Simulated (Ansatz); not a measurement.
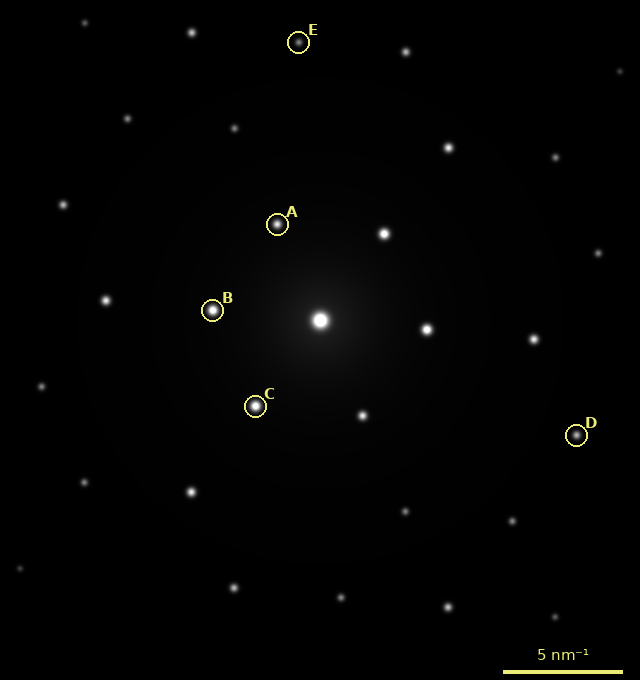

The pattern is a kinematic simulation for 100 kV electrons (no multiple scattering; isotropic B = 0.3 Å²). The zone axis points towards the electron source and the pattern is seen from the source side.

Crystal: P, space group P6_3/mmc (No. 194), a = 2.610 Å, c = 10.106 Å (hexagonal axes). Structure: the end point of a relaxation with DFT, r2SCAN, plane waves (500 eV) with PAW, scalar-relativistic (Ansatz); the starting structure was generated, so it need not be a known form of this composition.

Spot A is indexed 0 -1 0 and spot B 1 -1 -1.

**Give hkl for C, D, E.**

C = −A + B = 1 0 -1 (d = 2.206 Å). D = −A − 2B = -2 3 2 (d = 0.842 Å). E = 3A − B = -1 -2 1 (d = 0.851 Å).

**Find the zone axis.**

The cross product of A and B is parallel to [101]; every spot obeys hu + kv + lw = 0.

**What are the spacings of A and B and the angle between them?**

d(A) = 2.261 Å, d(B) = 2.206 Å, and the angle is 60.8°.
